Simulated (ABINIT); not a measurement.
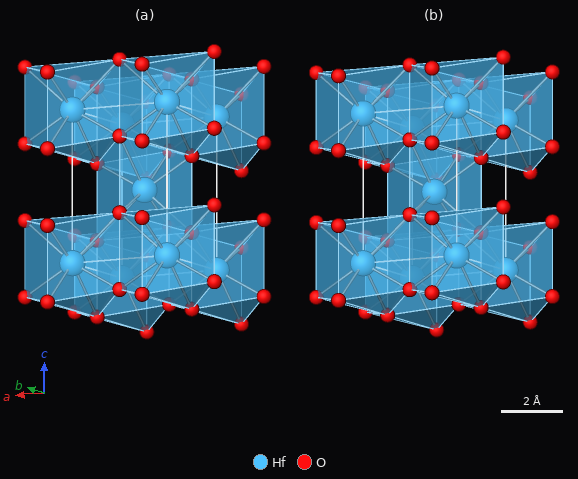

The structure of crystalline HfO2 (set up in P4_2/nmc) before (left) and after (right) a relaxation, at one scale.

A polyhedral model of the cell of the calculation, seen from a free direction.

The run lets cell and atoms move.

Theory: Kohn-Sham DFT of a periodic cell, LDA, PseudoDojo NC SR LDA v0.4.1 standard in ABINIT.

Input
```
# Pseudopotentials
pp_dirpath "./"
pseudos "Hf.upf, O.upf"

# Structure
acell 3.55801933 3.55801933 5.17186121 Angstrom
rprim
     1.0000000000     0.0000000000     0.0000000000
     0.0000000000     1.0000000000     0.0000000000
     0.0000000000     0.0000000000     1.0000000000
ntypat 2
znucl 72 8
natom 6
typat 1 1 2 2 2 2
chkprim 0
chksymtnons 0
tolsym 1.0e-6
xred
            0.0            0.0            0.0
            1/2            1/2            1/2
            0.0            1/2   0.1972078800
            1/2            0.0   0.3027921200
            1/2            0.0   0.8027921200
            0.0            1/2   0.6972078800

# Plane-wave basis
ecut 1142.878222 eV
ecutsm 0.5

# k points
kptopt 1
ngkpt 6 6 4
nshiftk 1
shiftk 0.0 0.0 0.0

# Exchange and correlation
ixc 7

# Bands and occupations
nband 29
occopt 3
tsmear 0.05 eV

# SCF cycle
nstep 80
tolvrs 1.0e-12

# Output
iomode 3
prteig 0
prtebands 0
prtwf 0
prtden 0

# Relaxation
ionmov 2
optcell 2
ntime 50
tolmxf 2.0e-5
dilatmx 1.08
```

Launched with:
```bash
abinit run.abi > log 2>&1
```

Describe what moved and what it gained.

The run was cut off at its time limit before the relaxation converged, so the last structure is only a point on the way. The largest moves relative to the cell, 0.025 Å, are those of O atoms. Hf stays in place. Cell: a = b 3.558 → 3.515 Å (−1.2 %), c 5.172 → 5.049 Å (−2.4 %). Volume −4.7 %. Some distances before and after: Hf–O 2.370 → 2.313 Å, Hf–O 2.051 → 2.032 Å. The space group stays P4_2/nmc (No. 137). After 5 geometry steps the energy has fallen by 16.5 meV per atom. Largest force component: 0.086 eV/Å at the start, 0.08 eV/Å at the end. Pressure: −10.54 GPa at the start and 0.46 GPa at the end.
